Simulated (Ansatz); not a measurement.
# Sr$_{8}$Ti$_{8}$HO$_{24}$ (charge +1): single-point calculation (part 1 of 2)

- system: Sr$_{8}$Ti$_{8}$HO$_{24}$ (defect cell, 41 atoms in the cell, total charge +1)
- method: DFT PBE, scalar-relativistic, plane waves, PAW, spin-polarised (Ansatz 0.2.0)

The structure derives from an entry of the Crystallography Open Database.

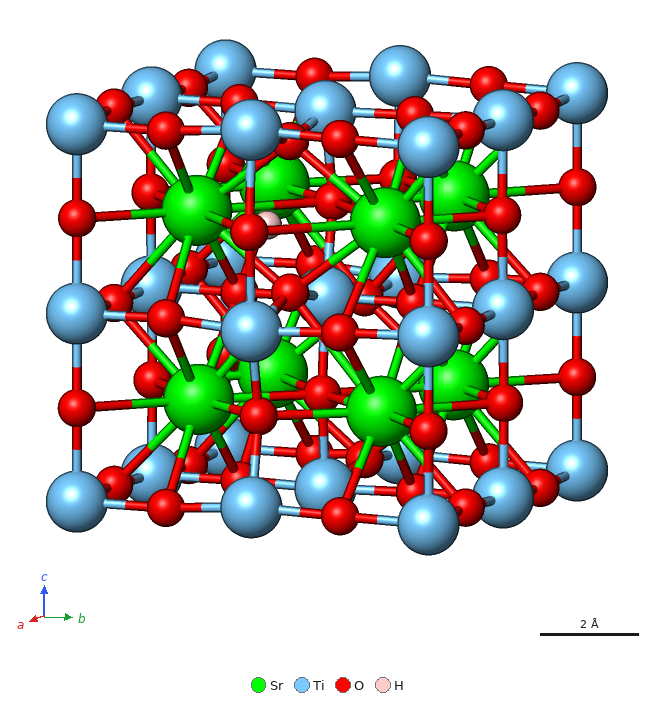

*The structure as given in the input (ball-and-stick view of the cell of the calculation, seen slightly off an axis). An atom can appear more than once, as a periodic image.*

Summary

```json
{"quantity": "outcome", "value": "converged"}
{"quantity": "electrons treated", "value": "320"}
{"quantity": "free energy", "value": "−62062.5003 eV"}
{"quantity": "Fermi energy", "value": "10.985 eV"}
{"quantity": "gap on the k-point mesh", "value": "1.94 eV"}
{"quantity": "net moment of the cell", "value": "0.00 μB"}
{"quantity": "integrated absolute moment", "value": "0.00 μB"}
{"quantity": "largest force (length of the vector)", "value": "0.194 eV/Å"}
{"quantity": "hardware", "value": "4 threads of Arm Neoverse V1, 24 GiB of memory available, shared host"}
{"quantity": "wall time", "value": "2.8 min (CPU time 11 min)"}
{"quantity": "peak memory", "value": "2.8 GiB"}
```

Remarks

The program warns: some starting moments were not kept. The cell is charged and computed with a neutralising background, so its energy and pressure depend on the cell and aren't those of a real crystal.

Input
```yaml
crystal:
  lattice:
    - [5.511, -5.511, 0.0]
    - [5.511, 5.511, 0.0]
    - [0.0, 0.0, 7.796]
  atoms:
    - { symbol: Sr, position: [0.2495308485, 0.2423539964, 0.7480773256] }
    - { symbol: Sr, position: [0.256525978, 0.7553049134, 0.2481176798] }
    - { symbol: Sr, position: [0.7463967752, 0.2374137575, 0.2479645292] }
    - { symbol: Sr, position: [0.7414670176, 0.7662476173, 0.7479234134] }
    - { symbol: Sr, position: [0.7422778064, 0.230342035, 0.7480042496], spin: 0.2 }
    - { symbol: Sr, position: [0.7474726558, 0.757440356, 0.2479080076] }
    - { symbol: Sr, position: [0.256568467, 0.2406040073, 0.248090384] }
    - { symbol: Sr, position: [0.2505782307, 0.7548296794, 0.7480921278] }
    - { symbol: Ti, position: [-0.0007980624, -0.0018965382, -0.0010996206] }
    - { symbol: Ti, position: [0.0073100743, 0.4979144538, 0.48135637] }
    - { symbol: Ti, position: [0.4971028507, -0.0018744039, 0.4976104084] }
    - { symbol: Ti, position: [0.5099572719, 0.4980901174, -0.0057031227] }
    - { symbol: Ti, position: [0.4970997451, -0.001912956, -0.0015252293] }
    - { symbol: Ti, position: [0.5099783812, 0.498114673, 0.501322704] }
    - { symbol: Ti, position: [-0.0008112529, -0.001912744, 0.4971503809] }
    - { symbol: Ti, position: [0.0075188502, 0.4979227732, 0.0151272368] }
    - { symbol: O, position: [0.0086363758, 0.0019558988, 0.2481123515] }
    - { symbol: O, position: [0.030438435, 0.5017799158, 0.7482001855], spin: 0.2 }
    - { symbol: O, position: [0.505941147, -0.0009002868, 0.74804244] }
    - { symbol: O, position: [0.5354369323, 0.4991679077, 0.2480681094] }
    - { symbol: O, position: [0.4884782644, -0.0028247594, 0.2480295122] }
    - { symbol: O, position: [0.4570091488, 0.497103049, 0.7481142822] }
    - { symbol: O, position: [-0.0113252479, -0.0055958166, 0.7481365374] }
    - { symbol: O, position: [-0.0498185981, 0.494404324, 0.248200564] }
    - { symbol: O, position: [0.7499595227, 0.4990500269, -0.051023651] }
    - { symbol: O, position: [0.7472993662, 0.9973670291, 0.4890622913] }
    - { symbol: O, position: [0.2444504498, 0.4972379007, 0.4627595973] }
    - { symbol: O, position: [0.248073054, 0.9987648562, -0.011646728] }
    - { symbol: O, position: [-0.003851245, 0.2500906319, -0.0031192416] }
    - { symbol: O, position: [-0.0025185379, 0.7460942509, 0.4916229296] }
    - { symbol: O, position: [0.4984243915, 0.2489984973, 0.4972650731] }
    - { symbol: O, position: [0.4968068096, 0.7472176202, -0.0035242131] }
    - { symbol: O, position: [0.747326111, -0.0026320042, 0.0071152184] }
    - { symbol: O, position: [0.7498306522, 0.4989933598, 0.5472525968], spin: 0.2 }
    - { symbol: O, position: [0.2480589521, -0.0012468103, 0.5078632214] }
    - { symbol: O, position: [0.2445253638, 0.4972416248, 0.0338016088] }
    - { symbol: O, position: [0.4984629862, 0.2490053261, -0.0013362799] }
    - { symbol: O, position: [0.4967850459, 0.7472312975, 0.4994549709] }
    - { symbol: O, position: [0.9961254304, 0.2500594342, 0.4995644644] }
    - { symbol: O, position: [0.9975461498, 0.7461019625, 0.004826547] }
    - { symbol: H, position: [0.9041339588, 0.4994823719, 0.7486448939], spin: 0.2 }
magnetization:
  spin_polarized: true
total_charge: 1
basis:
  ecutwfc: 420
  fft_grid_basis: typed
kpoints:
  mp_grid: { grid: [2, 2, 2] }
hamiltonian:
  xc: pbe
  pseudopotentials: { kind: paw }
scf:
  occupations: { method: gaussian, width: 0.05 }
output:
  forces: true
  stress: false
  eigenvalues: true
  bader: true
  write_density: true
  volumetric_format: npy
  populations: true
```

Run as:
```bash
ansatz run input.yaml --threads 4 --pin off --max-ram 10240MiB --backend cpu --events-out ev --progress --plain --runs-dir out
```

What the program printed
```
Engine: ansatz 0.2.0, aarch64-unknown-linux-gnu
Pseudopotentials: kind: paw
Pseudopotential: Sr, paw, valence charge 10, recommended cutoff 420 eV (normal), Sr.paw.azcp
Pseudopotential: Ti, paw, valence charge 12, recommended cutoff 420 eV (normal), Ti.paw.azcp
Pseudopotential: O, paw, valence charge 6, recommended cutoff 420 eV (normal), O.paw.azcp
Pseudopotential: H, paw, valence charge 1, recommended cutoff 420 eV (normal), H.paw.azcp
Functional definition: PBE
  parameter kappa = 0.804
  parameter beta = 0.06672455060314922
  exchange = pbe_x(kappa = kappa, mu = beta*pi^2/3)
  correlation = pbe_c(beta = beta)
Crystal: 41 atoms, lattice volume = 473.547 Å³
Basis set: ecut = 420 eV, 9171 PW (Γ), exchange–correlation on 108×108×108 points (8 copies of the dense FFT grid, shifted against one another)
Bands: 202, of which v1, the nominal top of the filled ones, is band 160 counted from 1 (159 counted from 0)
Symmetry: 1 space group operations
Space group: P1 (ITA 1), of the structure as read, at distance tolerance 7.8e-5 Å
Magnetic group: BNS 1.1 (UNI 1), of the structure as read, at distance tolerance 7.8e-5 Å
k-points: 8
Non-local potential: Sr, projectors of the file, l = 0: 3, l = 1: 2, l = 2: 2
Non-local potential: Ti, projectors of the file, l = 0: 3, l = 1: 2, l = 2: 3, l = 3: 1
Non-local potential: O, projectors of the file, l = 0: 2, l = 1: 2, l = 2: 1
Non-local potential: H, projectors of the file, l = 0: 2, l = 1: 1
PAW form: soft (Blöchl's): semilocal exchange-correlation on the pseudo side does not see the compensation charge
PAW one-centre angular grid: Sr, 110 points (default); XC on 64 Gauss nodes
PAW one-centre angular grid: Ti, 590 points (default); XC on 64 Gauss nodes
PAW one-centre angular grid: O, 110 points (default); XC on 64 Gauss nodes
PAW one-centre angular grid: H, 110 points (default); XC on 64 Gauss nodes
Initial density: superposition of atomic densities (chi_scale 0.1, normalization cell, long waves kept (reshape's long-wave potential 0.10 eV rms))
Starting moments: Σ|m| = 0.8 μB on 4 of 41 sites
Initial wavefunctions: pseudopotential atomic-orbital guess
Functional: x = pbe(κ = 0.804, μ = 0.2195149727645171), c = pbe(β = 0.06672455060314922)
SCF iter   1: F=—  HF=-62061.901984 eV  |F-HF|=—  |Δ(HF+E_count)|=         —  Δρ=2.82e-2 (↑2.82e-2 ↓2.64e-2)  dr2=1.67e1  dr2_m=9.41e-2  M=0.000 μB ∫|m|=0.108 μB  β_m=0.30  ethr=3.10e-3  ⟨swp⟩=7.2  Hψ=15055  notcnv=0  defer=84
Mixer restart at iter 1: flushing history
preconditioner: auto → Resta (q_TF=auto, 2.556 Å⁻¹)  ε∞=5.3  [insulator: Δε(μ)=0.562 eV  Ē_g=12.750 eV  σ=0.050 eV  W_gap=1.00  n_scr=146 (ndim 8)  ℏωp=26.4 eV  f_vac=0.000  D(μ)=0.00/eV (n_scr^D=0)  ε∞_Penn≈5.3]
spin=Collinear: Resta preconditioning applied to the charge; magnetization (m = ρ↑ − ρ↓) channel mixes plain (no charge-response kernel on spin).
SCF iter   2: F=—  HF=-62060.295687 eV  |F-HF|=—  |Δ(HF+E_count)|=    1.61e0  Δρ=1.91e-2 (↑1.91e-2 ↓1.90e-2)  dr2=7.58e0  dr2_m=5.09e-2  M=0.000 μB ∫|m|=0.075 μB  β_m=0.57  ethr=3.10e-3  ⟨swp⟩=2.0  Hψ=4576  notcnv=0  defer=544
SCF iter   3: F=—  HF=-62062.270202 eV  |F-HF|=—  |Δ(HF+E_count)|=    1.97e0  Δρ=7.17e-3 (↑7.12e-3 ↓7.17e-3)  dr2=1.06e0  dr2_m=2.27e-3  M=0.000 μB ∫|m|=0.022 μB  β_m=0.60  ethr=2.37e-3  ⟨swp⟩=3.0  Hψ=6260  notcnv=0  defer=538
SCF iter   4: F=—  HF=-62062.485084 eV  |F-HF|=—  |Δ(HF+E_count)|=   2.15e-1  Δρ=3.81e-3 (↑3.81e-3 ↓3.80e-3)  dr2=2.22e-1  dr2_m=4.98e-5  M=0.000 μB ∫|m|=0.007 μB  β_m=0.60  ethr=3.30e-4  ⟨swp⟩=3.2  Hψ=5649  notcnv=0  defer=549
SCF iter   5: F=—  HF=-62062.488980 eV  |F-HF|=—  |Δ(HF+E_count)|=   3.90e-3  Δρ=1.62e-3 (↑1.62e-3 ↓1.61e-3)  dr2=3.92e-2  dr2_m=1.48e-5  M=0.000 μB ∫|m|=0.003 μB  β_m=0.68  ethr=6.94e-5  ⟨swp⟩=2.3  Hψ=4513  notcnv=0  defer=549
SCF iter   6: F=—  HF=-62062.502020 eV  |F-HF|=—  |Δ(HF+E_count)|=   1.30e-2  Δρ=7.61e-4 (↑7.61e-4 ↓7.58e-4)  dr2=1.12e-2  dr2_m=9.44e-7  M=0.000 μB ∫|m|=0.001 μB  β_m=0.59  ethr=1.22e-5  ⟨swp⟩=2.2  Hψ=5262  notcnv=0  defer=546
SCF iter   7: F=—  HF=-62062.502689 eV  |F-HF|=—  |Δ(HF+E_count)|=   6.69e-4  Δρ=2.06e-4 (↑2.06e-4 ↓2.06e-4)  dr2=6.96e-4  dr2_m=1.17e-7  M=0.000 μB ∫|m|=0.000 μB  β_m=0.72  ethr=3.51e-6  ⟨swp⟩=2.1  Hψ=5637  notcnv=0  defer=550
SCF iter   8: F=—  HF=-62062.503531 eV  |F-HF|=—  |Δ(HF+E_count)|=   8.42e-4  Δρ=1.43e-4 (↑1.42e-4 ↓1.43e-4)  dr2=3.65e-4  dr2_m=2.36e-8  M=0.000 μB ∫|m|=0.000 μB  β_m=0.65  ethr=2.18e-7  ⟨swp⟩=2.0  Hψ=5245  notcnv=0  defer=550
SCF iter   9: F=—  HF=-62062.503582 eV  |F-HF|=—  |Δ(HF+E_count)|=   5.10e-5  Δρ=3.63e-5 (↑3.61e-5 ↓3.63e-5)  dr2=2.76e-5  dr2_m=1.19e-8  M=0.000 μB ∫|m|=0.000 μB  β_m=0.71  ethr=1.14e-7  ⟨swp⟩=2.0  Hψ=5152  notcnv=0  defer=550
SCF iter  10: F=—  HF=-62062.500304 eV  |F-HF|=—  |Δ(HF+E_count)|=   3.28e-3  Δρ=2.44e-5 (↑2.44e-5 ↓2.44e-5)  dr2=9.03e-6  dr2_m=1.70e-9  M=0.000 μB ∫|m|=0.000 μB  β_m=0.69  ethr=8.63e-9  ⟨swp⟩=2.3  Hψ=5812  notcnv=0  defer=550
SCF iter  11: F=—  HF=-62062.500305 eV  |F-HF|=—  |Δ(HF+E_count)|=   1.44e-6  Δρ=1.18e-5 (↑1.18e-5 ↓1.17e-5)  dr2=1.93e-6  dr2_m=3.93e-10  M=0.000 μB ∫|m|=0.000 μB  β_m=0.76  ethr=2.82e-9  ⟨swp⟩=2.0  Hψ=5150  notcnv=0  defer=550
SCF iter  12: F=—  HF=-62062.500306 eV  |F-HF|=—  |Δ(HF+E_count)|=   9.97e-7  Δρ=5.33e-6 (↑5.32e-6 ↓5.33e-6)  dr2=4.81e-7  dr2_m=3.57e-11  M=0.000 μB ∫|m|=0.000 μB  β_m=0.68  ethr=6.03e-10  ⟨swp⟩=2.0  Hψ=5116  notcnv=0  defer=550
SCF iter  13: F=-62062.500306 eV  HF=-62062.500306 eV  |F-HF|=2.95e-8  |Δ(HF+E_count)|=   4.05e-9  Δρ=2.08e-6 (↑2.06e-6 ↓2.08e-6)  dr2=6.54e-8  dr2_m=4.07e-12  M=0.000 μB ∫|m|=0.000 μB  ethr=3.13e-11  ⟨swp⟩=14.2  Hψ=22242  notcnv=0
SCF 1 converged in 13 iterations: F = -62062.500306 eV  dr2 = 6.54e-8
  greatest PAW one-centre occupation: 0.999 electrons in one spin orbital (limit 2), on the Ti atom at site 8 (counted from 0), in its partial waves of l = 0
```

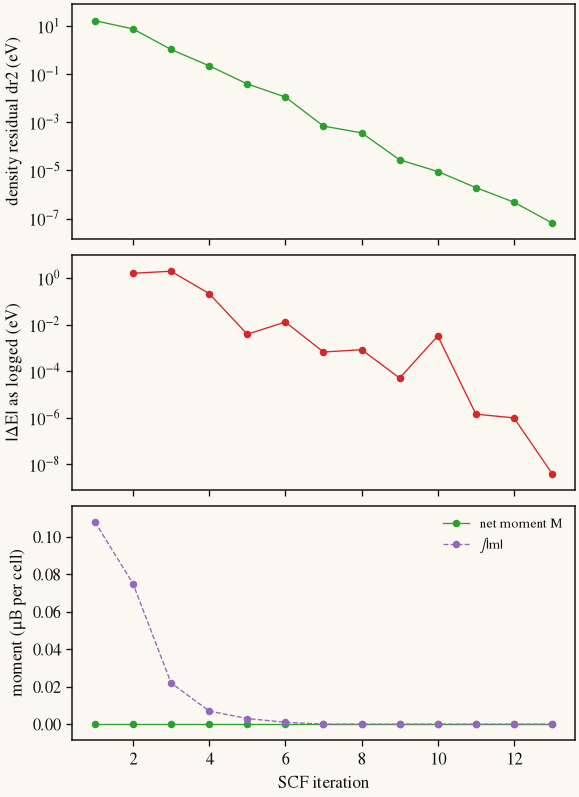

*Convergence of the self-consistent field: density residual dr2, size of the energy change and magnetic moment against the SCF iteration.*

The residual falls at every step. The net moment stays at 0.0 μB per cell, and ∫|m| falls to zero.

```
WARN: the starting moments were not kept: the SCF closed with an absolute magnetisation of 2.3e-6 μB, where they sum to 0.8 μB in size (4 sites). That is at most 0.1 of that sum. Measured as dr2_m measures the in/out step, that magnetisation stands 5.0e-13 eV from none, at or under the dr2_threshold of 1.0e-7 eV: it is no larger than a step whose dr2_m would equal this threshold. The system may hold no moment; this SCF shows only that its start led to no more than that. To try another start: raise the starting moments (crystal.atoms[].spin, magnetization.per_species, magnetization.initial_magnetization, or on a non-collinear deck that types none of these the spinor_matrix: blocks that start its atoms; where the total moment is fixed, keep their sum and leave initial_magnetization as it is; typed ones take the place of any that the run laid by itself, positive ones on a crystal's lanthanoids without a Hubbard term where scf.initial_density.shell_occupations: [] is typed) or, if the notice of its spin-set hold's release reads "site moments contracting" or "site moments show no strong build", lengthen the hold (scf.mixing.spin_hold: { on: { confirm: 4 } }; for m-r²SCAN on two components see the key's manual first). Each may lead to a state that holds a moment. A second SCF, from the converged charge density, with the starting moments and any scf.initial_density.shell_occupations laid on it anew, would have followed, and was not run: the deck does not ask for one (magnetization.retry_lost_moments is false, the default). To let it run, set magnetization.retry_lost_moments: true and run the deck again, where that key's refused combinations let it; where memory then withholds it, that run's warning says so.
SCF converged after 13 iterations
Magnetization: 0.0000 μB (160.0000 up, 160.0000 down)
Absolute magnetization: 0.0000 μB (∫|ρ↑−ρ↓|, with the PAW one-centre terms)
Spin contamination: 0.0000 ħ² per cell (⟨S²⟩ above its minimum at these occupations)
Per-site moments (μB) at R_I (Å): [(-4.7457419225106115e-9, 1.0562562013820977), (-8.950412964334574e-10, 1.0773710081225638), (-9.083084804874756e-10, 1.0544348532044427), (1.042677242124429e-9, 1.0044985883964535), (1.203359264768916e-8, 1.009679283863035), (1.3793386456712376e-10, 1.0676171123425533), (-1.3824697783508874e-9, 1.0756966050117824), (-2.3281399418209723e-9, 1.061587489506242), (-1.8955478406679785e-8, 0.8008206663369621), (2.8668029249756252e-8, 0.7647310549734864), (-2.6832092753528085e-8, 0.8013358667867347), (-2.0672163971505664e-8, 0.7852367309204309), (-2.6982317027327392e-8, 0.8012637505907004), (1.2520924932318576e-7, 0.7851282600751427), (-1.1601702680805158e-8, 0.8008405284006107), (7.893672901984348e-9, 0.7643216300127708), (1.8743258745964815e-8, 0.8015412004338958), (6.937338776577292e-8, 0.40612772421866705), (5.796549857929132e-8, 0.8058590347975585), (-5.028481034586084e-8, 0.8185381214253632), (2.032983261063905e-8, 0.8030144652779173), (-2.0597023486890853e-8, 0.8097859968367406), (3.0198217773477556e-8, 0.8072163902020173), (-3.322512499777443e-8, 0.7719461385946722), (5.0389975403343635e-8, 0.7852367309204309), (3.02728023352509e-8, 0.8048335754519395), (-3.588881041165791e-8, 0.7647310549734864), (6.775846633096581e-9, 0.8008206663369621), (3.059015446145338e-8, 0.7997526047932089), (-2.7804651850059453e-8, 0.7991844096777896), (8.264378442379464e-9, 0.8018541939902492), (7.0561700892763835e-9, 0.8020691662136569), (3.0009220164686854e-8, 0.8049393055751198), (-3.5179242493452383e-7, 0.7851282600751427), (-9.520707834554275e-9, 0.8008405284006107), (-1.0322291138009402e-8, 0.7643216300127708), (-2.980250862073354e-10, 0.8017613481983733), (-3.156076995711058e-8, 0.8020334024041086), (9.921563653456707e-9, 0.7997898082631593), (-1.4941109935690522e-8, 0.7992054498722717), (2.337619740266183e-8, 0.40612772421866705)]
Free energy (F): -62062.500306 eV
Harris-Foulkes:  -62062.500306 eV  (|F-HF|=2.95e-8)
Internal energy: -62062.500306 eV  (E = F + TS)
E sigma→0 (E₀):  -62062.500306 eV
Fermi energy:    10.984795 eV
--- Per-component energies (eV) ---
  E_band       = -1618.845367
  E_kinetic    = 8396.108337
  E_local      = -18939.458563  (includes V_loc(G=0)·N_el)
  E_nonlocal   = 2784.893274
  E_hartree    = 6618.644246
  E_xc         = -3975.509983
  E_vxc        = -4583.042009  (∫ρ·V_xc dr)
  E_paw        = -33709.999933  (= ΣΔE_a)
  E_vpaw       = -2514.695546  (= ΣTr[D̂ρ^β])
  E_aug_tail   = 0.058854  (compensation charges beyond the density's cutoff)
  E_ewald      = -23237.236537
  E_smearing   = -0.000000  (= −TS)
  E_closure    = -0.000000  (closes the sum)
  E_deformation_potential = 20.795926  (in the stress; not in F)
  Σ components = -62062.500306   (vs F -62062.500306, Δ=0.00e0)
--- Forces (eV/Å), atoms counted from 1 ---
  atom   1  Sr     0.08451958     0.09424059    -0.00288439
  atom   2  Sr    -0.08161390    -0.08775650     0.00023840
  atom   3  Sr     0.07498200     0.08698884     0.00150209
  atom   4  Sr    -0.07665253    -0.10731730     0.00240374
  atom   5  Sr     0.10714430     0.07581396     0.00017713
  atom   6  Sr    -0.08736038    -0.07208156     0.00299902
  atom   7  Sr     0.08888753     0.08269097     0.00117600
  atom   8  Sr    -0.09652157    -0.08339872    -0.00323189
  atom   9  Ti     0.03817509    -0.03655975     0.03273361
  atom  10  Ti     0.12032948    -0.12172676    -0.09094594
  atom  11  Ti     0.02619088    -0.02546988    -0.00226049
  atom  12  Ti     0.11296810    -0.11390489    -0.04475947
  atom  13  Ti     0.02703302    -0.02543851    -0.00044545
  atom  14  Ti     0.10822426    -0.10935357     0.04023408
  atom  15  Ti     0.04098614    -0.03578903    -0.03666030
  atom  16  Ti     0.11453561    -0.11344577     0.08847607
  atom  17  O     -0.00877866     0.00466095     0.00477093
  atom  18  O     -0.01095193     0.00742771     0.00161842
  atom  19  O     -0.00275568     0.00217129    -0.00092870
  atom  20  O     -0.02440900     0.02462305     0.00741234
  atom  21  O     -0.00403541     0.00182547     0.00102955
  atom  22  O      0.01993513    -0.01956910     0.00204008
  atom  23  O     -0.00144855     0.00696123     0.00117828
  atom  24  O      0.00999661    -0.01527188    -0.00052431
  atom  25  O     -0.07985267     0.07805690     0.03227935
  atom  26  O     -0.01797803     0.01930280    -0.00357925
  atom  27  O     -0.10954208     0.11035943     0.01250445
  atom  28  O     -0.00975695     0.00844810    -0.01503930
  atom  29  O     -0.11276598    -0.08353423    -0.03142100
  atom  30  O      0.08135385     0.11324733     0.03125245
  atom  31  O     -0.13089691    -0.09441293    -0.01002588
  atom  32  O      0.09715247     0.13295802     0.01816088
  atom  33  O     -0.01947601     0.02051160     0.00216067
  atom  34  O     -0.07635132     0.07613495    -0.03579744
  atom  35  O     -0.01058658     0.00834951     0.01325473
  atom  36  O     -0.10702711     0.10772880    -0.01929918
  atom  37  O     -0.13189644    -0.09440065     0.01739448
  atom  38  O      0.09590438     0.12962918    -0.01049403
  atom  39  O     -0.11379728    -0.08127025     0.02833721
  atom  40  O      0.08218049     0.11067831    -0.03411319
  atom  41  H     -0.01607691     0.01791185    -0.00092750
  max |Σ_I F_I| component: 3.29e-5 eV/Å
--- Band table (eV; the first three rows and the last of 16) ---
```
